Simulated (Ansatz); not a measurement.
## Electronic structure of BP in real space

The calculation's input:

```
crystal:
  lattice:
    - [5.0622527898, 0.0, 0.0]
    - [-2.5311263949, 4.3840395163, 0.0]
    - [0.0, 0.0, 9.7310558116]
  atoms:
    - { symbol: B, position: [0.8448968126, 0.4224484063, 0.0833333333] }
    - { symbol: B, position: [0.5775515937, 0.4224484063, 0.4166666667] }
    - { symbol: B, position: [0.4224484063, 0.8448968126, 0.25] }
    - { symbol: B, position: [0.5775515937, 0.1551031874, 0.75] }
    - { symbol: B, position: [0.1551031874, 0.5775515937, 0.5833333333] }
    - { symbol: B, position: [0.4224484063, 0.5775515937, 0.9166666667] }
    - { symbol: P, position: [0.6314283652, 0.2628567303, 0.25] }
    - { symbol: P, position: [0.2628567303, 0.6314283652, 0.0833333333] }
    - { symbol: P, position: [0.3685716348, 0.6314283652, 0.4166666667] }
    - { symbol: P, position: [0.7371432697, 0.3685716348, 0.5833333333] }
    - { symbol: P, position: [0.6314283652, 0.3685716348, 0.9166666667] }
    - { symbol: P, position: [0.3685716348, 0.7371432697, 0.75] }
basis:
  ecutwfc: 420
kpoints:
  mp_grid: { grid: [12, 12, 4] }
hamiltonian:
  xc: pbe
scf:
  occupations: { method: gaussian, width: 0.01 }
output:
  forces: true
  stress: true
  eigenvalues: true
  write_density: true
  write_potential: true
  elf: true
  volumetric_format: npy
relax:
  adjacent_minimum: "off"
  f_tol: 0.01
  max_steps: 80
  cell: { stress_tol: 0.05 }
```

Run with:

```sh
ansatz run input.yaml --threads 1 --pin off --max-ram 2560MiB --backend cpu --events-out ev --progress --plain --runs-dir out
```

Below, planes, directions and counts refer to the conventional cell (a = 5.06 Å, b = 5.06 Å, c = 9.74 Å, α = 90.00°, β = 90.00°, γ = 120.00°).

The fields are those of the relaxed geometry.

Space group P6₁22; a structure generated by program, which may or may not match a known phase.

Computed with DFT PBE, scalar-relativistic, plane waves, PAW (Ansatz).

Core electrons are frozen (PAW), and the valence fields are smoothed inside the atomic spheres.

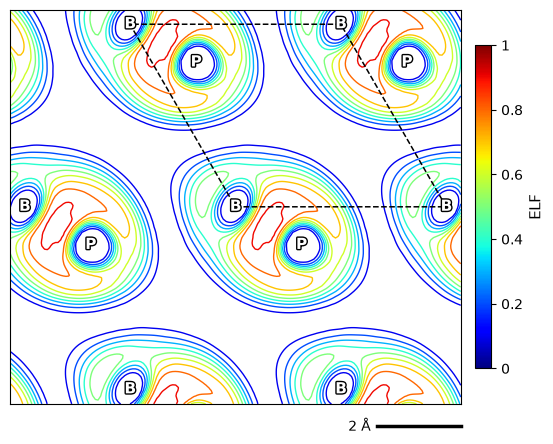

Figure 1. ELF on the (001) plane of the conventional cell.

> What does the map show?

- The plane passes through B and P nuclei.
- B–P (1.83 Å): the ELF peaks at about 0.95 between the atoms.

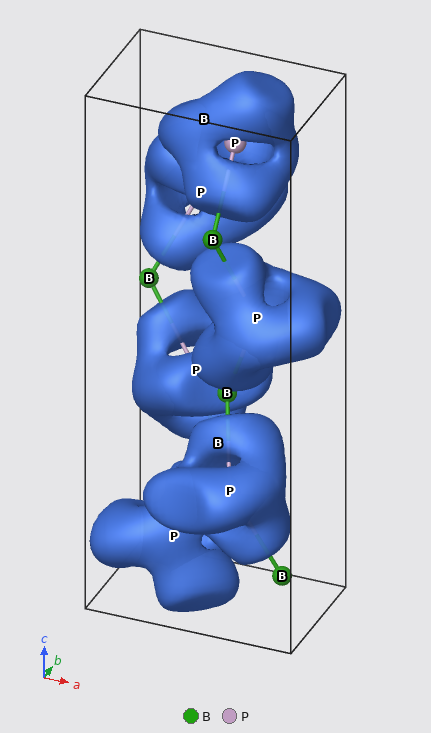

Figure 2. Isosurface of the ELF at 0.7 (blue), seen slightly off an axis. Core shells and regions of very low density are left out. Sticks mark near contacts.

> Where are the electrons localised?

The surface consists of six regions on P in which the atom's valence shell and bonds are merged, counted in one cell of 12 atoms. Any copies at cell faces, edges or corners count once. Along the contacts the grid gives the following. B–P (1.89 Å): the ELF peaks at about 0.95 between the atoms.

> Does the calculation give a band gap?

It is metallic or semimetallic at this level of theory: no gap opens.
